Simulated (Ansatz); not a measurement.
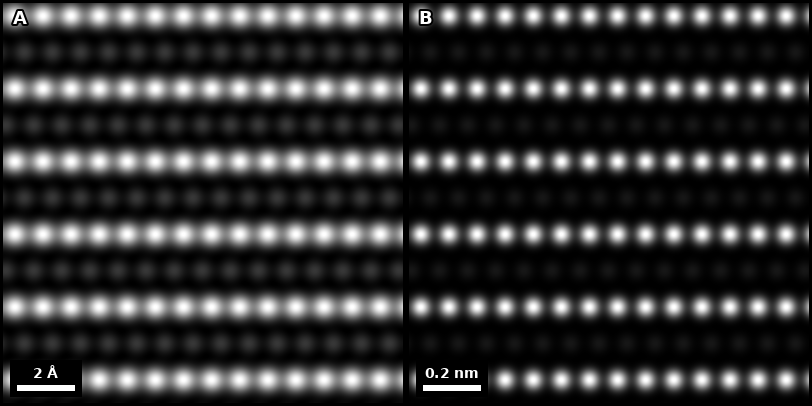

Two simulated images of the same area of GaN (P6_3/mmc, No. 194) along [310], with a probe of 0.55 Å. One is incoherent Z contrast (Z^1.6 per atom), the other the projected potential of neutral atoms blurred by the probe (iDPC-like, thin sample). Brightness is counted from the darkest point of the image. Model: the end point of a relaxation with Ansatz 0.2.0, DFT, PBE, plane waves, PAW; the starting structure was generated, so it need not be a known form of this composition.

Question: Which panel is which, and how can one tell?

Answer: B is the Z-contrast image and A the potential image. The columns of 1 N per repeat reach about 9 % of the brightest peak (1 Ga) in B but about 21 % in A, mainly since the potential grows much more slowly with atomic number.
